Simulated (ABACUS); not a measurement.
**A series of single points on BN**

System: BN (P6₃/mmc, 4 atoms in the cell).
Method: Kohn-Sham DFT of a periodic cell, PBEsol, PseudoDojo NC SR 0.4.1 PBEsol standard, no spin polarisation (ABACUS 3.10.1).

The 7 runs differ only in the geometry, by an even scaling of the cell at fixed fractional positions. The structure derives from an entry of the Crystallography Open Database.

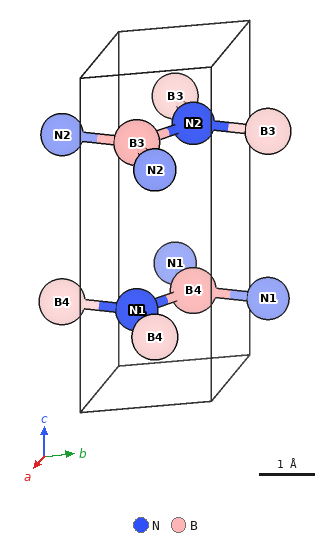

Figure 1. The structure of run 4 (ball-and-stick view of the cell of the calculation, seen at an oblique angle; neighbours outside the cell are drawn fainter; atoms are numbered from 1 in the order of the input). An atom can appear more than once, as a periodic image.

**Input of run 4**
```
INPUT_PARAMETERS
suffix              BN
calculation         scf
basis_type          pw
pseudo_dir          ./
symmetry            1
dft_functional      pbesol
ecutwfc             84
pseudo_rcut         7
nspin               1
nbands              12
ks_solver           dav
smearing_method     fd
smearing_sigma      0.00367493
scf_thr             1e-08
scf_nmax            100
mixing_type         broyden
mixing_beta         0.7
cal_force           1
cal_stress          1
kpar                4
```

**File STRU of run 4**
```
ATOMIC_SPECIES
N 14.0070 N.upf
B 10.8100 B.upf

LATTICE_CONSTANT
1.8897261246

LATTICE_VECTORS
2.4982400000 0.0000000000 0.0000000000
-1.2491200000 2.1635393048 0.0000000000
0.0000000000 0.0000000000 6.6357000000

ATOMIC_POSITIONS
Direct

N
0.0
2
0.6666666667 0.3333333333 0.2500000000 1 1 1
0.3333333333 0.6666666667 0.7500000000 1 1 1

B
0.0
2
0.6666666667 0.3333333333 0.7500000000 1 1 1
0.3333333333 0.6666666667 0.2500000000 1 1 1
```

**File KPT of run 4**
```
K_POINTS
0
Gamma
12 12 4 0 0 0
```

Command:
```bash
OMP_NUM_THREADS=1 mpirun -np 4 abacus > log
```

Lattice vectors (Å) and fractional positions of run 4:
```
   2.498240    0.000000    0.000000
  -1.249120    2.163539    0.000000
   0.000000    0.000000    6.635700
N   0.666667  0.333333  0.250000
N   0.333333  0.666667  0.750000
B   0.666667  0.333333  0.750000
B   0.333333  0.666667  0.250000
```

Run 6 differs from it as follows:
```diff
-2.4982400000 0.0000000000 0.0000000000
--1.2491200000 2.1635393048 0.0000000000
-0.0000000000 0.0000000000 6.6357000000
+2.5311153490 0.0000000000 0.0000000000
+-1.2655576745 2.1920101922 0.0000000000
+0.0000000000 0.0000000000 6.7230218559
```

**Results, with one run withheld**

| run | volume per atom (Å³) | free energy per atom, from the lowest run given (meV) | pressure (GPa) | gap on the mesh (eV) |
| --- | --- | --- | --- | --- |
| 1 | 8.429 | 36.48 | 19.86 | 4.27 |
| 2 | 8.608 | 17.82 | 13.56 | 4.25 |
| 3 | 8.787 | 5.91 | 7.81 | 4.23 |
| 4 | 8.967 | 0.15 | 2.56 | 4.21 |
| 5 | 9.146 | 0.00 | −2.24 | 4.19 |
| 6 | 9.325 | ? | ? | ? |
| 7 | 9.505 | 14.66 | −10.62 | 4.14 |

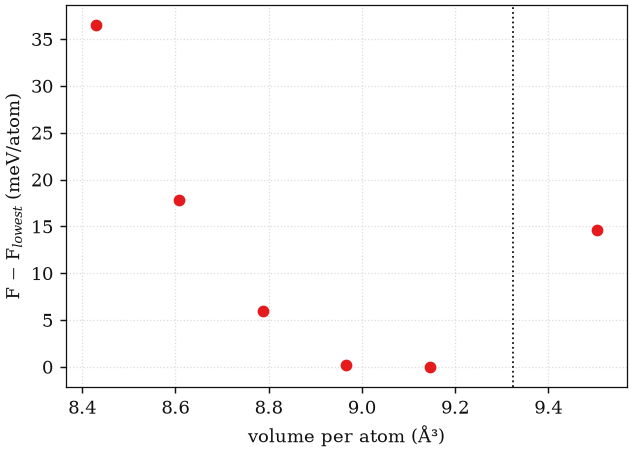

Figure 2. Free energy per atom of the runs given; the dotted line marks run 6.

Fit the runs given and predict run 6.

A cubic polynomial in V^(−2/3) (the Birch–Murnaghan form), fitted to the 6 runs given, misses them by at most 0.01 meV per atom. With x = V^(−2/3) − 0.23293 Å⁻², it reads F = 1.7308 + 1639.7 x + 2.8841e+05 x² − 1.8996e+05 x³ (meV per atom). At run 6 it gives 4.98 meV per atom, and the run itself gives 4.99. The slope of the fit gives a pressure −dF/dV of −6.59 GPa there, and the run prints −6.62 GPa. The fit has its minimum at 9.060 Å³ per atom, where V d²F/dV² gives 241 GPa. Cell shape and fractional positions are held, so this is the stiffness under even scaling; the relaxed bulk modulus wasn't computed and can be far lower in a crystal of layers, chains or molecules like this one. The gap on the mesh goes, without turning, from 4.27 eV in run 1 to 4.14 eV in run 7; run 6 has 4.16 eV. These are gaps of this functional on this mesh, which can miss the band edges; they aren't the measured gap.

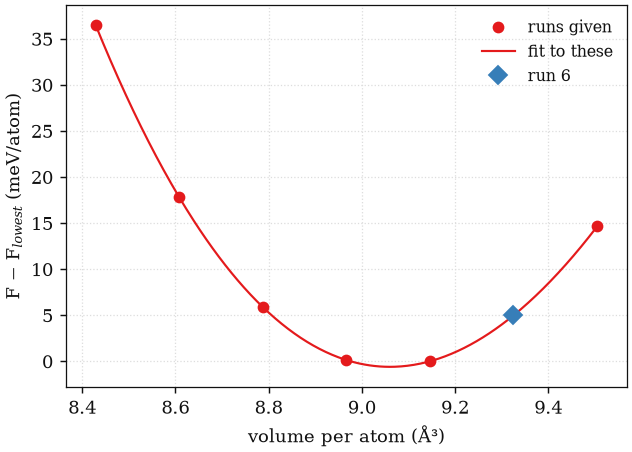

Figure 3. The fit and the withheld run.

**Some lines of the output (run 6)**
```
[...]
                             Volume (A^3) = 37.3008
 E_Fermi        0.3481278992         4.7365230623
 E_Fermi        0.4767094703         6.4859650868
 E_Fermi        0.4472101842         6.0846067086
 E_Fermi        0.4543151886         6.1812752532
 E_Fermi        0.4546393208         6.1856852981
 E_Fermi        0.4554422629         6.1966098852
 E_Fermi        0.4553921752         6.1959284072
 E_KS(sigma->0) -53.4770701623       -727.5928665527
 E_Fermi        0.4554515327         6.1967360076
 final etot is -727.59286655 eV
 EFERMI = 6.1967360076 eV
 TOTAL-PRESSURE: -66.192044 KBAR
 !FINAL_ETOT_IS -727.5928665526679424 eV
```
